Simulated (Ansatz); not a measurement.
System: Zr.

How it was computed, with Ansatz 0.2.0: a formula put on the sites of a structure type, uncorrected energy per atom over the elements' standard states (H N O F Cl as gases), plane-wave PAW DFT, cell and atoms relaxed at 0 K and 0 GPa, spin start parallel or as listed, metals to 4 meV/atom. Level: PBE, no spin polarisation.

- wave cutoff: 420 eV

The names give the starting types; a cell can relax into another structure.

Predict the energy above the element's standard state of each starting structure type. The cases: Sb type; C type; O type.

The lowest is Sb type, at 0.038 eV/atom; the next, O type, is 0.121 eV/atom higher. In rising order: Sb type (0.038), O type (0.159), C type (0.176), in eV/atom. The volume per atom, in Å³, is 23.19 for Sb type, 23.57 for C type and 24.07 for O type. The final space group number is 225 for Sb type, 69 for C type and 166 for O type.

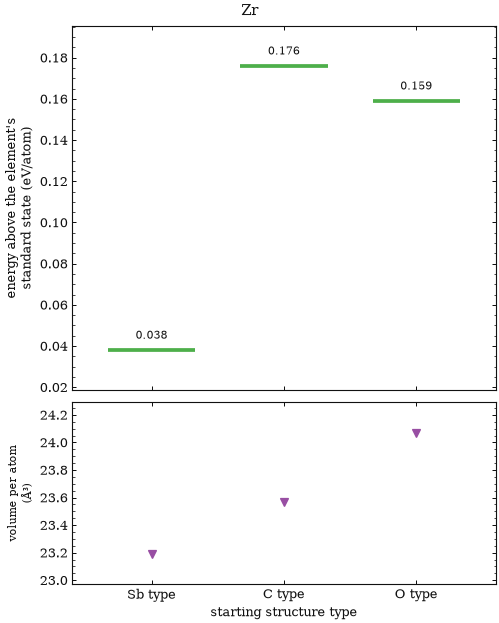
